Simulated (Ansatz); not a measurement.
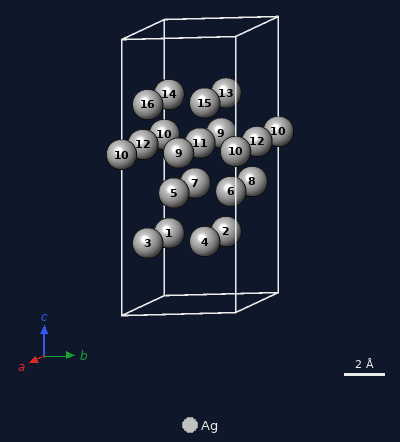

The input geometry (spheres-only view of the cell of the calculation, with the vacuum cut short, seen slightly off an axis; atoms are numbered from 1 in the order of the input). An atom can appear more than once, as a periodic image.

## Geometry relaxation, with input and output: Ag (part 1 of 3)

The run: geometry relaxation of Ag (slab, 16 atoms in the cell). Method and program: DFT PBE+D3(BJ), scalar-relativistic, plane waves, PAW, no spin polarisation (Ansatz 0.2.0).

The structure derives from an entry of the Crystallography Open Database. The input holds or restrains some coordinates. Forces given for the steps count only the free coordinates. Figures and captions count atoms from 1; the log counts them from 0 in places.

Log:
```
Engine: ansatz 0.2.0, x86_64-unknown-linux-gnu
Pseudopotentials: kind: paw
Pseudopotential: Ag, paw, valence charge 19, recommended cutoff 420 eV (normal), Ag.paw.azcp
Functional definition: PBE
  parameter kappa = 0.804
  parameter beta = 0.06672455060314922
  exchange = pbe_x(kappa = kappa, mu = beta*pi^2/3)
  correlation = pbe_c(beta = beta)
Crystal: 16 atoms, lattice volume = 691.323 Å³
Basis set: ecut = 420 eV, 13617 PW (Γ), exchange–correlation on 80×80×324 points (8 copies of the dense FFT grid, shifted against one another)
Bands: 183, of which v1, the nominal top of the filled ones, is band 152 counted from 1 (151 counted from 0)
Symmetry: 24 space group operations
k-points: 7 of 36 (time reversal used)
Non-local potential: Ag, projectors of the file, l = 0: 3, l = 1: 2, l = 2: 2, l = 3: 1
PAW form: soft (Blöchl's): semilocal exchange-correlation on the pseudo side does not see the compensation charge
PAW one-centre angular grid: Ag, 590 points (default); XC on 64 Gauss nodes
Initial density: superposition of atomic densities (neutral atoms: chi_scale 0, normalization atom), corrected by the library's trained network
Initial wavefunctions: pseudopotential atomic-orbital guess
Functional: x = pbe(κ = 0.804, μ = 0.2195149727645171), c = pbe(β = 0.06672455060314922)
SCF iter   1: F=—  HF=-121453.278354 eV  |F-HF|=—  |Δ(HF+E_count)|=         —  Δρ=1.64e-3  dr2=1.32e-1  ethr=1.77e-3  p=0.000 e·Å  D=2.33e-13 V/Å  ΔV_dip=-0.00 eV  dr2_dipole=4.12e-8  V_vac-E_F(+/−)=4.46/4.46 eV  ⟨swp⟩=6.3  Hψ=4989  notcnv=0  defer=60
efield: sawtooth ramp at fractional position 0.9500 (placed from the atoms, in the widest stretch of the axis that holds none; the zero of the levels goes with the place), width 0.1000; the density the first Hamiltonian is built on has a dipole p = 0.000 e·Å; the dipole correction subtracts the counter field D = 2.33e-13 V/Å, which shifts the + side's vacuum level by -0.00 eV against the − side's; the planar-averaged density in the ramp window peaks in size at 5.3e-6 e/Å³
preconditioner: auto → LDOS  [metal: Δε(μ)=0.112 eV  Ē_g=9.325 eV  σ=0.100 eV  W_gap=0.46  n_scr=150 (ndim 8)  ℏωp=18.7 eV  f_vac=0.568  D(μ)=3.93/eV (n_scr^D=6)  β→1.0]
SCF iter   2: F=—  HF=-121453.293190 eV  |F-HF|=—  |Δ(HF+E_count)|=   1.48e-2  Δρ=1.78e-3  dr2=4.47e-2  ethr=4.33e-5  p=-0.000 e·Å  D=-2.45e-6 V/Å  ΔV_dip=0.00 eV  dr2_dipole=1.02e-7  V_vac-E_F(+/−)=4.48/4.48 eV  ⟨swp⟩=2.0  Hψ=2225  notcnv=0  defer=124
SCF iter   3: F=—  HF=-121453.287253 eV  |F-HF|=—  |Δ(HF+E_count)|=   5.94e-3  Δρ=6.78e-4  dr2=3.17e-3  ethr=1.47e-5  p=-0.000 e·Å  D=-3.46e-6 V/Å  ΔV_dip=0.00 eV  dr2_dipole=9.18e-9  V_vac-E_F(+/−)=4.50/4.50 eV  ⟨swp⟩=2.0  Hψ=1732  notcnv=0  defer=124
SCF iter   4: F=—  HF=-121453.287203 eV  |F-HF|=—  |Δ(HF+E_count)|=   4.92e-5  Δρ=7.59e-5  dr2=8.89e-5  ethr=1.04e-6  p=-0.000 e·Å  D=-7.76e-7 V/Å  ΔV_dip=0.00 eV  dr2_dipole=2.90e-10  V_vac-E_F(+/−)=4.50/4.50 eV  ⟨swp⟩=3.4  Hψ=2503  notcnv=0  defer=124
iter 5 did not close the SCF: its close was put off for the readings that it lacked (scf_convergence_deferred on its scf_iter line)
SCF iter   5: F=-121453.287260 eV  HF=-121453.287256 eV  |F-HF|=3.74e-6  |Δ(HF+E_count)|=   5.32e-5  Δρ=2.75e-5  dr2=4.70e-6  ethr=2.93e-8  p=-0.000 e·Å  D=-4.50e-7 V/Å  ΔV_dip=0.00 eV  dr2_dipole=1.99e-11  V_vac-E_F(+/−)=4.50/4.50 eV  ⟨swp⟩=2.9  Hψ=1802  notcnv=0  defer=124
SCF iter   6: F=-121453.287262 eV  HF=-121453.287262 eV  |F-HF|=3.47e-7  |Δ(HF+E_count)|=   5.20e-6  Δρ=8.17e-6  dr2=4.15e-7  ethr=1.55e-9  p=-0.000 e·Å  D=-3.88e-7 V/Å  ΔV_dip=0.00 eV  dr2_dipole=2.81e-11  V_vac-E_F(+/−)=4.50/4.50 eV  ⟨swp⟩=19.4  Hψ=11702  notcnv=0
SCF 1 converged in 6 iterations: F = -121453.287262 eV  dr2 = 4.15e-7
  greatest PAW one-centre occupation: 1.000 electrons in one spin orbital (limit 2), on the Ag atom at site 7 (counted from 0), in its partial waves of l = 0
relax step   1: F+E_penalty+E_count = -121453.28726202 eV  Δ(F+E_penalty+E_count) = +0.000e0 eV  max|allowed force component| = 1.139e-1 eV/Å  Δτ_max = 0.0000 Å  (6 SCF iters, dr2 threshold 2.25e-5 eV, accepted)
Initial density: handed on by an earlier stage of this run
Initial wavefunctions: those handed on with the density
iter 1 solved again at ethr=1.75e-6 eV; its pass at ethr=3.10e-3 eV (dr2=5.32e-3 eV) is discarded
SCF iter   1: F=—  HF=-121453.288782 eV  |F-HF|=—  |Δ(HF+E_count)|=         —  Δρ=9.42e-4  dr2=5.61e-3  ethr=1.75e-6  p=-0.000 e·Å  D=-4.47e-7 V/Å  ΔV_dip=0.00 eV  dr2_dipole=2.01e-4  V_vac-E_F(+/−)=4.51/4.51 eV  ⟨swp⟩=3.0  Hψ=4154  notcnv=0  defer=153
efield: sawtooth ramp at fractional position 0.9500 (handed on by an earlier solve), width 0.1000; the density the first Hamiltonian is built on has a dipole p = -0.000 e·Å; the dipole correction subtracts the counter field D = -4.47e-7 V/Å, which shifts the + side's vacuum level by +0.00 eV against the − side's; the planar-averaged density in the ramp window peaks in size at 7.5e-7 e/Å³
preconditioner: auto → LDOS  [insulator: Δε(μ)=0.130 eV  Ē_g=9.309 eV  σ=0.100 eV  W_gap=0.55  n_scr=150 (ndim 8)  ℏωp=18.7 eV  f_vac=0.569  D(μ)=4.30/eV (n_scr^D=8)  ε∞_Penn≈5.1  β→1.0]
SCF iter   2: F=—  HF=-121453.288352 eV  |F-HF|=—  |Δ(HF+E_count)|=   4.30e-4  Δρ=7.08e-4  dr2=6.24e-3  ethr=1.75e-6  p=-0.004 e·Å  D=-9.51e-4 V/Å  ΔV_dip=0.02 eV  dr2_dipole=8.51e-4  V_vac-E_F(+/−)=4.52/4.50 eV  ⟨swp⟩=2.0  Hψ=2072  notcnv=0  defer=153
SCF iter   3: F=—  HF=-121453.287042 eV  |F-HF|=—  |Δ(HF+E_count)|=   1.31e-3  Δρ=1.17e-4  dr2=7.08e-5  ethr=1.75e-6  p=-0.001 e·Å  D=-3.65e-4 V/Å  ΔV_dip=0.01 eV  dr2_dipole=1.86e-6  V_vac-E_F(+/−)=4.51/4.50 eV  ⟨swp⟩=2.0  Hψ=1736  notcnv=0  defer=153
SCF iter   4: F=—  HF=-121453.287829 eV  |F-HF|=—  |Δ(HF+E_count)|=   7.87e-4  Δρ=1.04e-4  dr2=7.43e-5  ethr=2.33e-8  p=-0.002 e·Å  D=-4.36e-4 V/Å  ΔV_dip=0.01 eV  dr2_dipole=5.62e-7  V_vac-E_F(+/−)=4.51/4.50 eV  ⟨swp⟩=3.0  Hψ=2656  notcnv=0  defer=153
SCF iter   5: F=—  HF=-121453.287812 eV  |F-HF|=—  |Δ(HF+E_count)|=   1.76e-5  Δρ=9.11e-6  dr2=1.43e-6  ethr=2.33e-8  p=-0.002 e·Å  D=-3.96e-4 V/Å  ΔV_dip=0.01 eV  dr2_dipole=1.03e-7  V_vac-E_F(+/−)=4.51/4.50 eV  ⟨swp⟩=2.0  Hψ=2100  notcnv=0  defer=153
SCF iter   6: F=-121453.287812 eV  HF=-121453.287812 eV  |F-HF|=7.28e-10  |Δ(HF+E_count)|=   1.05e-7  Δρ=3.08e-6  dr2=7.33e-8  ethr=3.29e-11  p=-0.002 e·Å  D=-3.99e-4 V/Å  ΔV_dip=0.01 eV  dr2_dipole=7.19e-9  V_vac-E_F(+/−)=4.50/4.50 eV  ⟨swp⟩=16.4  Hψ=10891  notcnv=0
SCF 2 converged in 6 iterations: F = -121453.287812 eV  dr2 = 7.33e-8
relax step   2: F+E_penalty+E_count = -121453.28781187 eV  Δ(F+E_penalty+E_count) = -5.499e-4 eV  max|allowed force component| = 1.087e-1 eV/Å  Δτ_max = 0.0413 Å  (6 SCF iters, accepted)
SCF iter   1: F=—  HF=-121453.291036 eV  |F-HF|=—  |Δ(HF+E_count)|=         —  Δρ=4.25e-4  dr2=1.20e-3  ethr=3.76e-6  p=-0.002 e·Å  D=-3.99e-4 V/Å  ΔV_dip=0.01 eV  dr2_dipole=9.95e-5  V_vac-E_F(+/−)=4.50/4.49 eV  ⟨swp⟩=3.0  Hψ=2823  notcnv=0  defer=159
efield: sawtooth ramp at fractional position 0.9500 (handed on by an earlier solve), width 0.1000; the density the first Hamiltonian is built on has a dipole p = -0.002 e·Å; the dipole correction subtracts the counter field D = -3.99e-4 V/Å, which shifts the + side's vacuum level by +0.01 eV against the − side's; the planar-averaged density in the ramp window peaks in size at 4.7e-7 e/Å³
preconditioner: auto → LDOS  [insulator: Δε(μ)=0.140 eV  Ē_g=9.299 eV  σ=0.100 eV  W_gap=0.58  n_scr=150 (ndim 8)  ℏωp=18.7 eV  f_vac=0.569  D(μ)=4.35/eV (n_scr^D=8)  ε∞_Penn≈5.1  β→1.0]
SCF iter   2: F=—  HF=-121453.291045 eV  |F-HF|=—  |Δ(HF+E_count)|=   8.66e-6  Δρ=3.25e-4  dr2=1.45e-3  ethr=3.95e-7  p=0.000 e·Å  D=1.04e-4 V/Å  ΔV_dip=-0.00 eV  dr2_dipole=3.56e-4  V_vac-E_F(+/−)=4.50/4.50 eV  ⟨swp⟩=2.1  Hψ=2421  notcnv=0  defer=159
SCF iter   3: F=—  HF=-121453.290762 eV  |F-HF|=—  |Δ(HF+E_count)|=   2.83e-4  Δρ=5.30e-5  dr2=1.82e-5  ethr=3.95e-7  p=-0.001 e·Å  D=-1.99e-4 V/Å  ΔV_dip=0.00 eV  dr2_dipole=2.57e-6  V_vac-E_F(+/−)=4.50/4.50 eV  ⟨swp⟩=2.0  Hψ=1736  notcnv=0  defer=159
SCF iter   4: F=—  HF=-121453.291485 eV  |F-HF|=—  |Δ(HF+E_count)|=   7.23e-4  Δρ=5.11e-5  dr2=1.88e-5  ethr=6.00e-9  p=-0.001 e·Å  D=-1.86e-4 V/Å  ΔV_dip=0.00 eV  dr2_dipole=1.26e-7  V_vac-E_F(+/−)=4.50/4.50 eV  ⟨swp⟩=3.0  Hψ=2650  notcnv=0  defer=159
SCF iter   5: F=—  HF=-121453.291480 eV  |F-HF|=—  |Δ(HF+E_count)|=   4.47e-6  Δρ=4.45e-6  dr2=1.96e-7  ethr=6.00e-9  p=-0.001 e·Å  D=-2.08e-4 V/Å  ΔV_dip=0.00 eV  dr2_dipole=9.32e-11  V_vac-E_F(+/−)=4.50/4.50 eV  ⟨swp⟩=2.0  Hψ=2112  notcnv=0  defer=159
SCF iter   6: F=-121453.291480 eV  HF=-121453.291480 eV  |F-HF|=3.05e-8  |Δ(HF+E_count)|=   1.49e-7  Δρ=1.69e-6  dr2=1.85e-8  ethr=3.29e-11  p=-0.001 e·Å  D=-2.06e-4 V/Å  ΔV_dip=0.00 eV  dr2_dipole=1.51e-9  V_vac-E_F(+/−)=4.50/4.50 eV  ⟨swp⟩=16.3  Hψ=9510  notcnv=0
SCF 3 converged in 6 iterations: F = -121453.291480 eV  dr2 = 1.85e-8
relax step   3: F+E_penalty+E_count = -121453.29148035 eV  Δ(F+E_penalty+E_count) = -3.668e-3 eV  max|allowed force component| = 2.785e-3 eV/Å  Δτ_max = 0.0189 Å  (6 SCF iters, accepted)
```

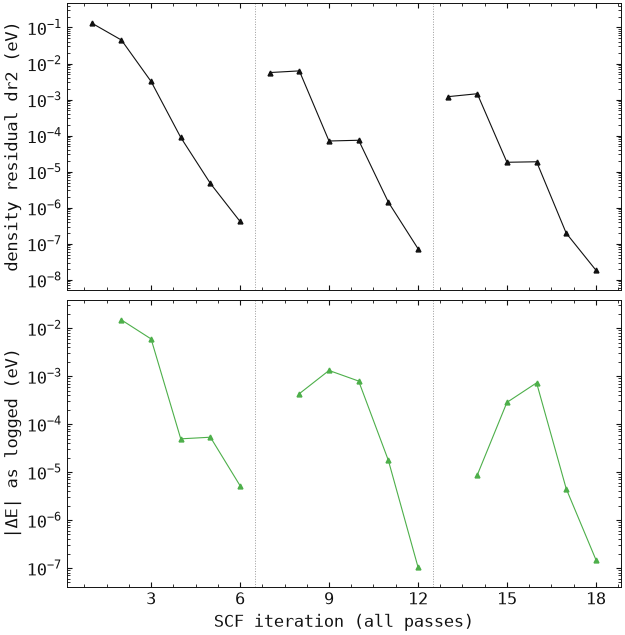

Convergence of the self-consistent field: density residual dr2 and size of the energy change against the SCF iteration. The dotted lines part the SCF passes of the relaxation: geometry steps, rejected trials and re-solves on a re-selected basis. The passes take 6, 6 and 6 iterations.

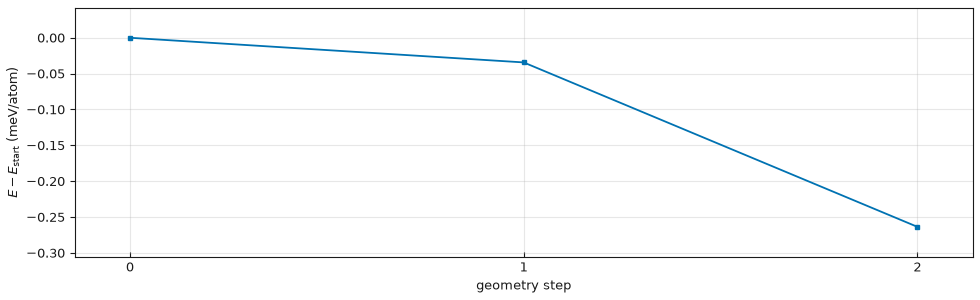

Progress of the restrained relaxation, step by step (the first geometry is step 0 here and step 1 in the log).

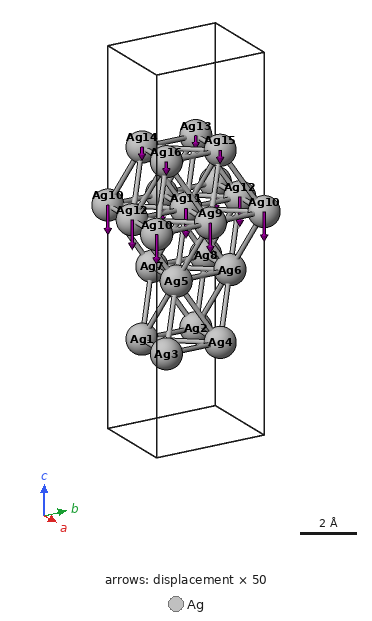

The starting structure with the displacements as pink arrows, magnified 50 times (ball-and-stick view of the cell of the calculation, with the vacuum cut short, seen slightly off an axis). Over 2 geometry steps the energy falls by 0.3 meV per atom. Largest force component: 0.11 eV/Å at the start, 0.0028 eV/Å at the end. The largest moves, 0.022 Å, are those of Ag9, Ag10, Ag11 and Ag12. The cell stays as it was. Among the contacts that change: Ag5–Ag11 2.880 → 2.862 Å, Ag10–Ag14 2.880 → 2.890 Å. (Atoms are counted from 1 in the order of the input.)

```
SCF converged after 6 iterations
Free energy (F): -121453.291480 eV
Harris-Foulkes:  -121453.291480 eV  (|F-HF|=3.05e-8)
Internal energy: -121453.269721 eV  (E = F + TS)
E sigma→0 (E₀):  -121453.280601 eV
Entropy (-TS):   -0.021760 eV (-1.360 meV/atom)
Fermi energy:    4.153594 eV
Dipole field:    D = -0.000234 V/Å  (p = -0.000894 e·Å, saw-weighted, corrected)
Work function:   Φ+ = 4.5034 eV   Φ− = 4.4978 eV
Levels:          The Fermi level and band energies are counted from a zero that moves with the ramp; work functions are not
--- Per-component energies (eV) ---
  E_band       = -7724.783490
  E_kinetic    = 8440.867053
  E_local      = -482031.665909  (includes V_loc(G=0)·N_el)
  E_nonlocal   = 1281.854521
  E_hartree    = 237464.742743
  E_xc         = -2955.770509
  E_vxc        = -3755.115244  (∫ρ·V_xc dr)
  E_paw        = -62435.421038  (= ΣΔE_a)
  E_vpaw       = -6590.219263  (= ΣTr[D̂ρ^β])
  E_aug_tail   = 0.005158  (compensation charges beyond the density's cutoff)
  E_efield     = 0.000000  (sawtooth field / dipole correction)
  E_vefield    = -0.000584  (∫n·V_field dr)
  E_ewald      = 178789.365679
  E_disp       = -7.247419  (pairwise vdW)
  E_smearing   = -0.021760  (= −TS)
  E_closure    = -0.000000  (closes the sum)
  Σ components = -121453.291480   (vs F -121453.291480, Δ=0.00e0)
--- Forces (eV/Å), atoms counted from 1 ---
  atom   1  Ag    -0.00000000    -0.00000000    -0.03701499
  atom   2  Ag    -0.00000000    -0.00000000    -0.03701499
  atom   3  Ag    -0.00000000    -0.00000000    -0.03701499
  atom   4  Ag     0.00000000    -0.00000000    -0.03701499
  atom   5  Ag     0.00000000    -0.00000000     0.03403353
  atom   6  Ag    -0.00000000    -0.00000000     0.03403353
  atom   7  Ag    -0.00000000    -0.00000000     0.03403353
  atom   8  Ag    -0.00000000    -0.00000000     0.03403353
  atom   9  Ag     0.00000000     0.00000000     0.00278488
  atom  10  Ag     0.00000000     0.00000000     0.00278488
  atom  11  Ag     0.00000000     0.00000000     0.00278488
  atom  12  Ag     0.00000000     0.00000000     0.00278488
  atom  13  Ag     0.00000000     0.00000000     0.00017150
  atom  14  Ag     0.00000000     0.00000000     0.00017150
  atom  15  Ag     0.00000000     0.00000000     0.00017150
  atom  16  Ag    -0.00000000     0.00000000     0.00017150
  max |Σ_I F_I| component: 1.00e-4 eV/Å
--- Band table (eV; the first three rows and the last of 7) ---
  k-point 0: bands = ["-87.7833", "-87.7726", "-87.7685", "-87.7685", "-87.7685", "-87.7633", "-87.7633", "-87.7633", "-87.6161", "-87.6100", "-87.6042", "-87.6042", "-87.6042", "-87.5981", "-87.5981", "-87.5981", "-51.3302", "-51.3302", "-51.3302", "-51.3242", "-51.3227", "-51.3227", "-51.3227", "-51.2646", "-51.2646", "-51.2646", "-51.2418", "-51.2418", "-51.2418", "-51.2368", "-51.2298", "-51.2298", "-51.2298", "-51.2078", "-51.2078", "-51.2078", "-51.1930", "-51.1930", "-51.1784", "-51.1784",
      "-51.1675", "-51.1675", "-51.1675", "-51.1623", "-51.1623", "-51.1623", "-51.0768", "-51.0768", "-51.0768", "-51.0712", "-51.0712", "-51.0712", "-51.0633", "-51.0558", "-51.0536", "-51.0536", "-51.0536", "-51.0466", "-51.0466", "-51.0466", "-51.0445", "-51.0445", "-51.0388", "-51.0388", "-3.2893", "-2.3856", "-2.1268", "-2.1268", "-2.1268", "-2.1121", "-2.0366", "-2.0366", "-2.0366", "-1.9673", "-1.9673", "-1.9673", "-1.9510", "-1.7403", "-1.7403", "-1.7403",
      "-1.6051", "-1.6051", "-1.6051", "-1.2960", "-1.2960", "-1.2960", "-0.7524", "-0.7524", "-0.7524", "-0.6850", "-0.6850", "-0.6850", "-0.6311", "-0.5718", "-0.5718", "-0.5228", "-0.5228", "-0.4791", "-0.4595", "-0.4595", "-0.4595", "-0.3423", "-0.3423", "-0.2893", "-0.2893", "0.1044", "0.1044", "0.1044", "0.1582", "0.1582", "0.1582", "0.4383", "0.4383", "0.4604", "0.4604", "0.4604", "0.5769", "0.5769", "0.7049", "0.7049",
      "0.7049", "0.7842", "0.8987", "0.8987", "0.9475", "0.9475", "0.9475", "1.1238", "1.1238", "1.1238", "1.1709", "1.1709", "1.2258", "1.2258", "1.2258", "1.2699", "1.2699", "1.2699", "1.3501", "1.3501", "1.3501", "1.4470", "1.4470", "1.4470", "1.4693", "1.4693", "1.4693", "3.1766", "4.2698", "4.2698", "4.2698", "4.3873", "5.0943", "5.0943", "5.0943", "5.5998", "5.5998", "5.5998", "5.8015", "5.8015",
      "5.8015", "8.2468", "8.2559", "8.2559", "8.2559", "8.3803", "8.7916", "8.7916", "8.7916", "9.4278", "9.5316", "9.5316", "9.5316", "9.7781", "10.7470", "10.7470", "10.7470", "11.4390", "11.7485", "12.4404", "12.4404", "12.4404", "12.8288"]
```
